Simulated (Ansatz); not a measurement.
# Run report: Ni₂Ge, single-point calculation (part 2 of 3)

The same run, continued: Ni₂Ge (P6₃/mmc, 6 atoms in the cell); DFT r2SCAN, scalar-relativistic, plane waves, PAW, spin-polarised (Ansatz 0.2.0); cutoff 500 eV, 6×6×4 k-mesh, Gaussian smearing of 0.1 eV, collinear spins. The structure derives from a Materials Project entry.

Geometry of the input (Å; fractional positions):
```
3.9798  0.0000  0.0000
-1.9899  3.4466  0.0000
0.0000  0.0000  5.0239
Ni 0.6667  0.3333  0.2500
Ni 0.3333  0.6667  0.7500
Ni 0.0000  0.0000  0.0000
Ni 0.0000  0.0000  0.5000
Ge 0.6667  0.3333  0.7500
Ge 0.3333  0.6667  0.2500
```

What the program printed, continued
```
SCF iter   1: F=-31982.020588 eV  HF=-31986.442647 eV  |F-HF|=4.42e0  |Δ(HF+E_count)|=         —  Δρ=2.12e-1 (↑9.23e-2 ↓2.12e-1)  dr2=9.18e0  dr2_τ=1.63e-1  dr2_m=1.41e1  M=1.808 μB ∫|m|=2.777 μB  β_m=0.30  ethr=3.10e-3  ⟨swp⟩=5.2  Hψ=8914  notcnv=0  defer=11
preconditioner: auto → Kerker (q_TF=auto, 2.903 Å⁻¹)  [metal: Δε(μ)=0.068 eV  Ē_g=17.457 eV  σ=0.100 eV  W_gap=0.36  n_scr=22 (ndim 8)  ℏωp=36.9 eV  f_vac=0.000  D(μ)=3.57/eV (n_scr^D=22)]
spin=Collinear: Kerker preconditioning applied to the charge; magnetization (m = ρ↑ − ρ↓) channel mixes plain (no charge-response kernel on spin).
SCF iter   2: F=-31987.249862 eV  HF=-31985.811959 eV  |F-HF|=1.44e0  |Δ(HF+E_count)|=   6.31e-1  Δρ=1.40e-1 (↑1.25e-1 ↓1.40e-1)  dr2=8.54e-1  dr2_τ=3.87e-2  dr2_m=1.09e1  M=2.524 μB ∫|m|=3.348 μB  β_m=0.44  ethr=3.10e-3  ⟨swp⟩=3.0  Hψ=4608  notcnv=0  defer=334
Mixer restart at iter 2: flushing history
spin-set hold released at iteration 2 (the charge has settled, or the pull on large starting moments outlasts its swing): the magnetisation degrees of freedom join the quasi-Newton model from the next iteration; the mixer history was flushed
SCF iter   3: F=-31987.412501 eV  HF=-31986.682918 eV  |F-HF|=7.30e-1  |Δ(HF+E_count)|=   8.71e-1  Δρ=1.05e-1 (↑7.97e-2 ↓1.05e-1)  dr2=1.03e0  dr2_τ=2.15e-2  dr2_m=5.31e0  M=1.889 μB ∫|m|=2.856 μB  β_m=1.20  ethr=8.54e-4  ⟨swp⟩=2.0  Hψ=3760  notcnv=0  defer=334  κ⁻¹=1.0e0(r=1)
SCF iter   4: F=-31988.050538 eV  HF=-31986.530105 eV  |F-HF|=1.52e0  |Δ(HF+E_count)|=   1.53e-1  Δρ=1.57e-2 (↑1.01e-2 ↓1.57e-2)  dr2=1.98e-1  dr2_τ=1.84e-3  dr2_m=3.93e-2  M=1.077 μB ∫|m|=1.856 μB  β_m=1.01  ethr=8.54e-4  ⟨swp⟩=2.5  Hψ=5090  notcnv=0  defer=334  κ⁻¹=3.9e-2(r=2)
SCF iter   5: F=-31988.157786 eV  HF=-31987.426854 eV  |F-HF|=7.31e-1  |Δ(HF+E_count)|=   8.97e-1  Δρ=9.21e-3 (↑7.34e-3 ↓9.21e-3)  dr2=1.35e-1  dr2_τ=1.82e-4  dr2_m=1.92e-2  M=1.034 μB ∫|m|=1.685 μB  β_m=1.20  ethr=1.98e-4  ⟨swp⟩=2.2  Hψ=5469  notcnv=0  defer=326  κ⁻¹=8.9e-3(r=3)
SCF iter   6: F=-31988.234193 eV  HF=-31987.909162 eV  |F-HF|=3.25e-1  |Δ(HF+E_count)|=   4.82e-1  Δρ=1.03e-2 (↑8.75e-3 ↓1.03e-2)  dr2=9.36e-2  dr2_τ=1.70e-4  dr2_m=3.89e-2  M=0.857 μB ∫|m|=1.358 μB  β_m=1.20  ethr=1.35e-4  ⟨swp⟩=2.0  Hψ=5234  notcnv=0  defer=324  κ⁻¹=2.3e-3(r=4)
SCF iter   7: F=-31988.353797 eV  HF=-31988.350375 eV  |F-HF|=3.42e-3  |Δ(HF+E_count)|=   4.41e-1  Δρ=8.75e-3 (↑8.75e-3 ↓3.09e-3)  dr2=3.01e-2  dr2_τ=1.27e-4  dr2_m=1.48e-2  M=0.451 μB ∫|m|=0.623 μB  β_m=1.20  ethr=9.36e-5  ⟨swp⟩=2.1  Hψ=5003  notcnv=0  defer=324  κ⁻¹=2.5e-4(r=5)
SCF iter   8: F=-31988.357491 eV  HF=-31988.348833 eV  |F-HF|=8.66e-3  |Δ(HF+E_count)|=   1.54e-3  Δρ=6.08e-3 (↑6.08e-3 ↓2.92e-3)  dr2=2.76e-2  dr2_τ=7.75e-5  dr2_m=3.37e-3  M=0.388 μB ∫|m|=0.548 μB  β_m=1.20  ethr=3.01e-5  ⟨swp⟩=1.0  Hψ=2979  notcnv=0  defer=324  κ⁻¹=7.5e-5(r=6)
SCF iter   9: F=-31988.373397 eV  HF=-31988.360918 eV  |F-HF|=1.25e-2  |Δ(HF+E_count)|=   1.21e-2  Δρ=2.27e-3 (↑2.27e-3 ↓1.97e-3)  dr2=6.43e-3  dr2_τ=2.16e-5  dr2_m=3.60e-4  M=0.255 μB ∫|m|=0.365 μB  β_m=1.20  ethr=2.76e-5  ⟨swp⟩=1.9  Hψ=3110  notcnv=0  defer=324  κ⁻¹=2.9e-5(r=7)
SCF iter  10: F=-31988.379111 eV  HF=-31988.368704 eV  |F-HF|=1.04e-2  |Δ(HF+E_count)|=   7.79e-3  Δρ=6.71e-4 (↑6.71e-4 ↓4.59e-4)  dr2=1.97e-4  dr2_τ=4.79e-6  dr2_m=7.36e-5  M=0.188 μB ∫|m|=0.272 μB  β_m=1.20  ethr=6.43e-6  ⟨swp⟩=2.0  Hψ=3566  notcnv=0  defer=324  κ⁻¹=9.7e-6(r=8)
SCF iter  11: F=-31988.380685 eV  HF=-31988.378060 eV  |F-HF|=2.63e-3  |Δ(HF+E_count)|=   9.36e-3  Δρ=1.32e-3 (↑8.22e-4 ↓1.32e-3)  dr2=2.84e-4  dr2_τ=2.79e-6  dr2_m=6.16e-4  M=0.152 μB ∫|m|=0.220 μB  β_m=1.20  ethr=1.97e-7  ⟨swp⟩=2.3  Hψ=4851  notcnv=0  defer=324  κ⁻¹=4.8e-6(r=8)
SCF iter  12: F=-31988.381167 eV  HF=-31988.379182 eV  |F-HF|=1.99e-3  |Δ(HF+E_count)|=   1.12e-3  Δρ=1.11e-3 (↑5.50e-4 ↓1.11e-3)  dr2=3.57e-4  dr2_τ=1.43e-6  dr2_m=3.32e-4  M=0.134 μB ∫|m|=0.197 μB  β_m=1.20  ethr=1.97e-7  ⟨swp⟩=2.0  Hψ=3434  notcnv=0  defer=324  κ⁻¹=1.8e-5(r=8)
SCF iter  13: F=-31988.381868 eV  HF=-31988.380885 eV  |F-HF|=9.83e-4  |Δ(HF+E_count)|=   1.70e-3  Δρ=7.33e-4 (↑5.29e-4 ↓7.33e-4)  dr2=4.88e-5  dr2_τ=7.96e-7  dr2_m=2.44e-4  M=0.106 μB ∫|m|=0.161 μB  β_m=1.20  ethr=1.97e-7  ⟨swp⟩=2.0  Hψ=4657  notcnv=0  defer=324  κ⁻¹=1.7e-5(r=8)
SCF iter  14: F=-31988.382186 eV  HF=-31988.381458 eV  |F-HF|=7.27e-4  |Δ(HF+E_count)|=   5.73e-4  Δρ=4.49e-4 (↑4.49e-4 ↓4.19e-4)  dr2=1.62e-5  dr2_τ=3.65e-7  dr2_m=1.12e-4  M=0.087 μB ∫|m|=0.136 μB  β_m=1.20  ethr=4.88e-8  ⟨swp⟩=2.0  Hψ=4475  notcnv=0  defer=324  κ⁻¹=7.3e-6(r=8)
SCF iter  15: F=-31988.382488 eV  HF=-31988.382143 eV  |F-HF|=3.46e-4  |Δ(HF+E_count)|=   6.84e-4  Δρ=3.45e-4 (↑3.45e-4 ↓2.26e-4)  dr2=8.81e-6  dr2_τ=1.76e-7  dr2_m=5.08e-5  M=0.065 μB ∫|m|=0.104 μB  β_m=1.20  ethr=1.62e-8  ⟨swp⟩=2.9  Hψ=5031  notcnv=0  defer=324  κ⁻¹=1.5e-5(r=8)
SCF iter  16: F=-31988.382595 eV  HF=-31988.382315 eV  |F-HF|=2.81e-4  |Δ(HF+E_count)|=   1.72e-4  Δρ=2.14e-4 (↑2.06e-4 ↓2.14e-4)  dr2=1.50e-6  dr2_τ=7.76e-8  dr2_m=2.70e-5  M=0.056 μB ∫|m|=0.088 μB  β_m=1.20  ethr=8.81e-9  ⟨swp⟩=2.3  Hψ=4553  notcnv=0  defer=324  κ⁻¹=1.3e-5(r=8)
SCF iter  17: F=-31988.382629 eV  HF=-31988.382382 eV  |F-HF|=2.47e-4  |Δ(HF+E_count)|=   6.72e-5  Δρ=1.88e-4 (↑1.88e-4 ↓1.83e-4)  dr2=1.55e-6  dr2_τ=6.08e-8  dr2_m=2.11e-5  M=0.052 μB ∫|m|=0.082 μB  β_m=1.20  ethr=1.50e-9  ⟨swp⟩=2.2  Hψ=4427  notcnv=0  defer=324  κ⁻¹=2.2e-6(r=8)
SCF iter  18: F=-31988.382565 eV  HF=-31988.382250 eV  |F-HF|=3.15e-4  |Δ(HF+E_count)|=   1.32e-4  Δρ=2.21e-4 (↑2.21e-4 ↓1.78e-4)  dr2=3.10e-6  dr2_τ=6.98e-8  dr2_m=2.39e-5  M=0.058 μB ∫|m|=0.092 μB  β_m=1.20  ethr=1.50e-9  ⟨swp⟩=3.0  Hψ=4947  notcnv=0  defer=324  κ⁻¹=9.8e-6(r=8)
SCF iter  19: F=-31988.382847 eV  HF=-31988.382826 eV  |F-HF|=2.03e-5  |Δ(HF+E_count)|=   5.76e-4  Δρ=7.76e-5 (↑7.76e-5 ↓7.25e-5)  dr2=2.02e-7  dr2_τ=1.35e-8  dr2_m=3.47e-6  M=0.017 μB ∫|m|=0.029 μB  β_m=1.20  ethr=1.50e-9  ⟨swp⟩=3.9  Hψ=6898  notcnv=0  defer=324  κ⁻¹=2.2e-5(r=8)
SCF iter  20: F=-31988.382871 eV  HF=-31988.382864 eV  |F-HF|=7.11e-6  |Δ(HF+E_count)|=   3.79e-5  Δρ=3.82e-5 (↑3.69e-5 ↓3.82e-5)  dr2=2.64e-7  dr2_τ=6.74e-9  dr2_m=7.75e-7  M=0.005 μB ∫|m|=0.010 μB  β_m=1.20  ethr=1.00e-10  ⟨swp⟩=11.6  Hψ=17041  notcnv=0  κ⁻¹=2.7e-5(r=8)
SCF iter  21: F=-31988.382875 eV  HF=-31988.382870 eV  |F-HF|=4.99e-6  |Δ(HF+E_count)|=   6.08e-6  Δρ=2.59e-5 (↑2.59e-5 ↓1.94e-5)  dr2=1.06e-7  dr2_τ=2.03e-9  dr2_m=2.44e-7  M=-0.003 μB ∫|m|=0.004 μB  β_m=1.20  ethr=2.02e-10  ⟨swp⟩=3.2  Hψ=6653  notcnv=0  κ⁻¹=6.8e-5(r=8)
SCF iter  22: F=-31988.382874 eV  HF=-31988.382871 eV  |F-HF|=2.70e-6  |Δ(HF+E_count)|=   9.90e-7  Δρ=1.47e-5 (↑1.47e-5 ↓1.13e-5)  dr2=2.47e-8  dr2_τ=4.66e-10  dr2_m=8.68e-8  M=0.005 μB ∫|m|=0.008 μB  β_m=1.20  ethr=1.00e-10  ⟨swp⟩=7.0  Hψ=13140  notcnv=0  κ⁻¹=1.4e-4(r=8)
SCF iter  23: F=-31988.382876 eV  HF=-31988.382876 eV  |F-HF|=5.52e-7  |Δ(HF+E_count)|=   4.31e-6  Δρ=7.65e-6 (↑5.26e-6 ↓7.65e-6)  dr2=1.74e-8  dr2_τ=2.17e-10  dr2_m=1.74e-8  M=0.001 μB ∫|m|=0.003 μB  β_m=1.20  ethr=2.47e-11  ⟨swp⟩=6.4  Hψ=12736  notcnv=0  κ⁻¹=2.8e-4(r=8)
iter 24 did not close the SCF: its close was put off for a magnetic moment that had not settled (scf_convergence_deferred on its scf_iter line)
SCF iter  24: F=-31988.382876 eV  HF=-31988.382876 eV  |F-HF|=9.66e-8  |Δ(HF+E_count)|=   7.65e-7  Δρ=3.56e-6 (↑3.56e-6 ↓2.53e-6)  dr2=6.67e-9  dr2_τ=6.87e-11  dr2_m=1.35e-9  M=-0.000 μB ∫|m|=0.000 μB  β_m=1.20  ethr=1.74e-11  ⟨swp⟩=6.0  Hψ=11434  notcnv=0  κ⁻¹=1.7e-4(r=8)
iter 25 did not close the SCF: its close was put off for a magnetic moment that had not settled (scf_convergence_deferred on its scf_iter line)
SCF iter  25: F=-31988.382876 eV  HF=-31988.382876 eV  |F-HF|=1.49e-7  |Δ(HF+E_count)|=   1.15e-7  Δρ=2.88e-6 (↑2.88e-6 ↓2.17e-6)  dr2=3.90e-9  dr2_τ=2.28e-11  dr2_m=2.72e-9  M=-0.001 μB ∫|m|=0.001 μB  β_m=1.20  ethr=6.67e-12  ⟨swp⟩=2.9  Hψ=11256  notcnv=0  κ⁻¹=5.3e-5(r=8)
iter 26 did not close the SCF: its close was put off for a magnetic moment that had not settled (scf_convergence_deferred on its scf_iter line)
SCF iter  26: F=-31988.382876 eV  HF=-31988.382876 eV  |F-HF|=1.48e-8  |Δ(HF+E_count)|=   2.04e-7  Δρ=1.29e-6 (↑8.56e-7 ↓1.29e-6)  dr2=5.01e-10  dr2_τ=3.88e-12  dr2_m=5.11e-10  M=-0.000 μB ∫|m|=0.001 μB  β_m=1.20  ethr=3.90e-12  ⟨swp⟩=2.0  Hψ=10244  notcnv=0  κ⁻¹=8.6e-6(r=8)
iter 27 did not close the SCF: its close was put off for a magnetic moment that had not settled (scf_convergence_deferred on its scf_iter line)
SCF iter  27: F=-31988.382876 eV  HF=-31988.382876 eV  |F-HF|=1.16e-9  |Δ(HF+E_count)|=   2.44e-8  Δρ=9.80e-7 (↑4.12e-7 ↓9.80e-7)  dr2=2.56e-10  dr2_τ=2.50e-12  dr2_m=2.18e-10  M=-0.000 μB ∫|m|=0.000 μB  β_m=1.20  ethr=1.00e-12  ⟨swp⟩=1.8  Hψ=9712  notcnv=0  κ⁻¹=4.4e-5(r=8)
SCF iter  28: F=-31988.382876 eV  HF=-31988.382876 eV  |F-HF|=7.49e-10  |Δ(HF+E_count)|=  5.93e-10  Δρ=4.49e-7 (↑2.99e-7 ↓4.49e-7)  dr2=1.63e-10  dr2_τ=7.96e-13  dr2_m=1.26e-11  M=-0.000 μB ∫|m|=0.000 μB  ethr=1.00e-12  ⟨swp⟩=1.8  Hψ=7376  notcnv=0
WARN: the starting moments were not kept: the SCF closed with an absolute magnetisation of 4.7e-5 μB, where they sum to 8 μB in size (4 sites). That is at most 0.1 of that sum. Measured as dr2_m measures the in/out step, that magnetisation stands 1.2e-9 eV from none, at or under the dr2_threshold of 1.0e-7 eV: it is no larger than a step whose dr2_m would equal this threshold. The system may hold no moment; this SCF shows only that its start led to no more than that. To try another start: raise the starting moments (crystal.atoms[].spin, magnetization.per_species, magnetization.initial_magnetization, or on a non-collinear deck that types none of these the spinor_matrix: blocks that start its atoms; where the total moment is fixed, keep their sum and leave initial_magnetization as it is; typed ones take the place of any that the run laid by itself, positive ones on a crystal's lanthanoids without a Hubbard term where scf.initial_density.shell_occupations: [] is typed) or, if the notice of its spin-set hold's release reads "site moments contracting" or "site moments show no strong build", lengthen the hold (scf.mixing.spin_hold: { on: { confirm: 4 } }; for m-r²SCAN on two components see the key's manual first). Each may lead to a state that holds a moment. A second SCF, from the converged charge density, with the starting moments and any scf.initial_density.shell_occupations laid on it anew, would have followed, and was not run: the deck does not ask for one (magnetization.retry_lost_moments is false, the default). To let it run, set magnetization.retry_lost_moments: true and run the deck again, where that key's refused combinations let it; where memory then withholds it, that run's warning says so.
SCF 1 converged in 28 iterations: F = -31988.382876 eV  dr2 = 1.63e-10
  greatest PAW one-centre occupation: 1.002 electrons in one spin orbital (limit 2), on the Ni atom at site 2 (counted from 0), in its partial waves of l = 1
```

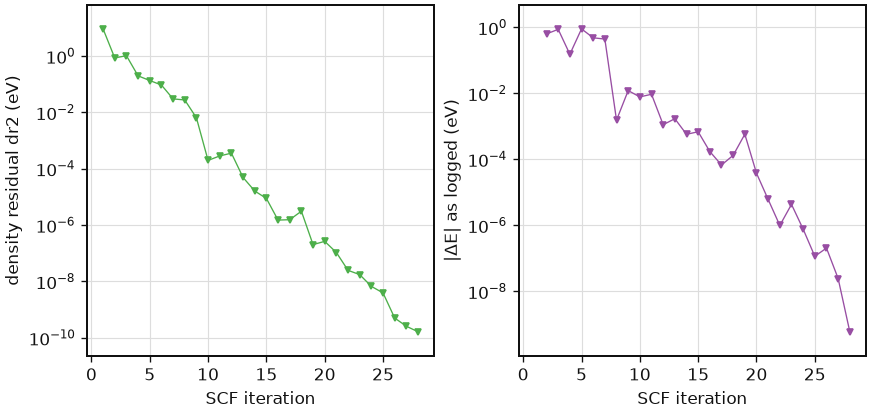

Convergence of the self-consistent field: density residual dr2 and size of the energy change against the SCF iteration. The residual comes down, with one marked jump up, by a factor of about 2, at step 18.

```
this state was not tested for a lower state beside it, because the mixer in use, unlike msr1, does not test its closes by its own steps (another_mixer; see scf.mixing.algorithm and scf.lower_state_search)
SCF converged after 28 iterations
Magnetization: -0.0000 μB (50.0000 up, 50.0000 down)
Absolute magnetization: 0.0000 μB (∫|ρ↑−ρ↓|, with the PAW one-centre terms)
Spin contamination: 0.0000 ħ² per cell (⟨S²⟩ above its minimum at these occupations)
Per-site moments (μB) at R_I (Å): [(-8.335670291878382e-6, 0.9478196209895361), (-8.335670291972083e-6, 0.9478196209895361), (-1.0051997435222896e-5, 1.0361748601875), (-1.0051997435345009e-5, 1.0361748601875), (3.122831942106091e-7, 0.9478196209895361), (3.1228319399183405e-7, 0.9478196209895361)]
Free energy (F): -31988.382876 eV
Harris-Foulkes:  -31988.382876 eV  (|F-HF|=7.49e-10)
Internal energy: -31988.370516 eV  (E = F + TS)
E sigma→0 (E₀):  -31988.376696 eV
Entropy (-TS):   -0.012361 eV (-2.060 meV/atom)
Fermi energy:    18.047046 eV
```
